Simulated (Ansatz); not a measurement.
# Calculations on Sn

Part 1: Vibrations

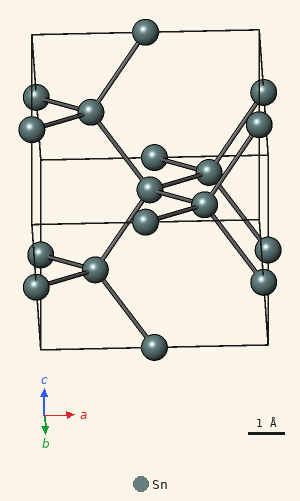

Phonons of a crystal of Sn, space group Fd-3m (No. 227), at the zone centre. A ball-and-stick model of the conventional cell (4 times the calculation's cell), seen from a free direction. Lengths and directions refer to the drawn axes.

These are results of DFT LDA, scalar-relativistic, plane waves, PAW in Ansatz, not measurements. Settings: plane-wave cutoff 420 eV; k-point mesh 12 × 12 × 12; occupations fermi dirac; smearing width 0.15 eV; no spin polarisation.

The frequencies depend somewhat on the k-mesh and the smearing.

> Which optical modes does it have, at what frequencies, and is it stable there?

The calculation's cell holds 2 atoms, so there are 3 optical modes, in 1 level. The optical modes span T₂g. No level is unstable.

| level | symmetry | frequency (cm⁻¹) | activity |
| --- | --- | --- | --- |
| 1 | T₂g | 186 | Raman-active |

The modes drawn as arrows (one member of each degenerate set):

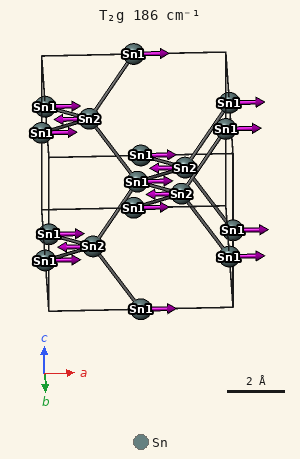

Part 2: One mode

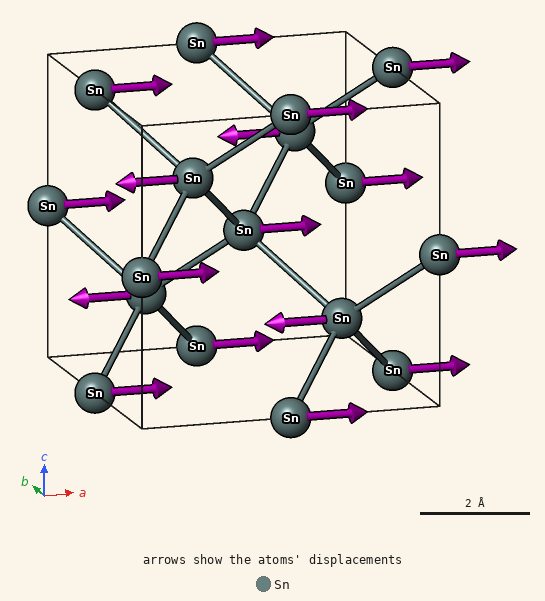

One vibrational mode of crystalline Sn relaxed at 35 GPa at the zone centre. The purple arrows are the displacements of the atoms (eigenvector over the root of the mass), of arbitrary overall length and sign. Style: ball-and-stick. Shown: the conventional cell (4 times the calculation's cell), slightly off an axis. Lengths and directions refer to the drawn axes.

Theory: Ansatz 0.2.0, DFT LDA, scalar-relativistic, plane waves, PAW. (plane-wave cutoff 420 eV; k-point mesh 12 × 12 × 12; occupations fermi dirac; smearing width 0.15 eV; target pressure 35 GPa; no spin polarisation)

The frequencies depend somewhat on the k-mesh and the smearing.

Describe the mode and give its frequency.

This is the T₂g mode (triply degenerate; one member of the set is drawn) at 34.8 meV, the only optical level, Raman-active by symmetry. All motion is along a; atoms of one kind move against one another, with no net shift of their sublattice.

Part 3: Softest mode

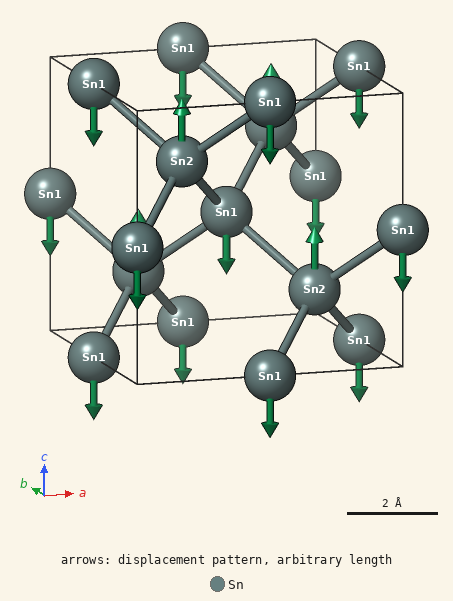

The lowest optical mode of a crystal of Sn relaxed at 7 GPa, space group Fd-3m (No. 227), at the zone centre. The green arrows give the relative displacements of the atoms. The picture is a ball-and-stick view of the conventional cell (4 times the calculation's cell), seen slightly off an axis. Lengths and directions refer to the drawn axes.

All numbers below come from Ansatz, DFT LDA, scalar-relativistic, plane waves, PAW.

Input file:
```yaml
crystal:
  lattice:
    - [0.0, 3.1131190872, 3.1131190872]
    - [3.1131190872, 0.0, 3.1131190872]
    - [3.1131190872, 3.1131190872, 0.0]
  atoms:
    - { symbol: Sn, position: [0.5, 0.5, 0.5] }
    - { symbol: Sn, position: [0.75, 0.75, 0.75] }
basis:
  ecutwfc: 420
kpoints:
  mp_grid: { grid: [12, 12, 12] }
hamiltonian:
  xc: lda
scf:
  occupations: { method: fermi_dirac, width: 0.15 }
output:
  eigenvalues: true
phonons:
  method: dfpt
  eigenvectors: true
```

Run as
```bash
ansatz run input.yaml --threads 1 --pin off --max-ram 3072MiB --backend cpu --events-out ev --progress --plain --runs-dir out
```

The frequencies depend somewhat on the k-mesh and the smearing.

**Is this crystal at a minimum with respect to the drawn distortion?**

Yes: this softest mode has a real frequency, and so have all others here. That speaks for this wave vector alone: the rest of the zone wasn't checked in this run. This is the T₂g mode (triply degenerate; one member of the set is drawn) at 217 cm⁻¹, the only optical level, Raman-active by symmetry. All motion is along c; atoms of one kind move against one another, with no net shift of their sublattice.

Part 4: Softest mode

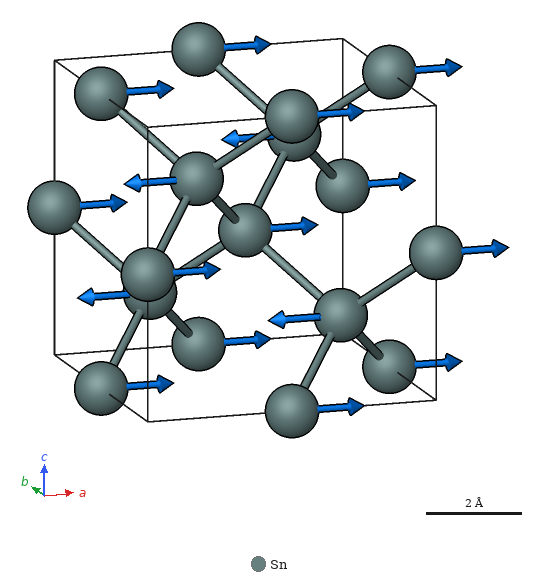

The lowest optical mode of a crystal of Sn at 0.98 times its rest volume, space group Fd-3m (No. 227), at the zone centre. The blue arrows are the displacements of the atoms (eigenvector over the root of the mass), of arbitrary overall length and sign. Style: ball-and-stick. Shown: the conventional cell (4 times the calculation's cell), slightly off an axis. Lengths and directions refer to the drawn axes.

All numbers below come from DFT LDA, scalar-relativistic, plane waves, PAW in Ansatz. Settings: plane-wave cutoff 420 eV; k-point mesh 12 × 12 × 12; occupations fermi dirac; smearing width 0.15 eV; no spin polarisation.

The frequencies depend somewhat on the k-mesh and the smearing.

Q: Is the structure stable against all modes at this point?

A: Yes: this softest mode has a real frequency, and so have all others here. That speaks for this wave vector alone: the rest of the zone wasn't checked in this run. This is the T₂g mode (triply degenerate; one member of the set is drawn) at 191 cm⁻¹, the only optical level, Raman-active by symmetry. All motion is along a; atoms of one kind move against one another, with no net shift of their sublattice.
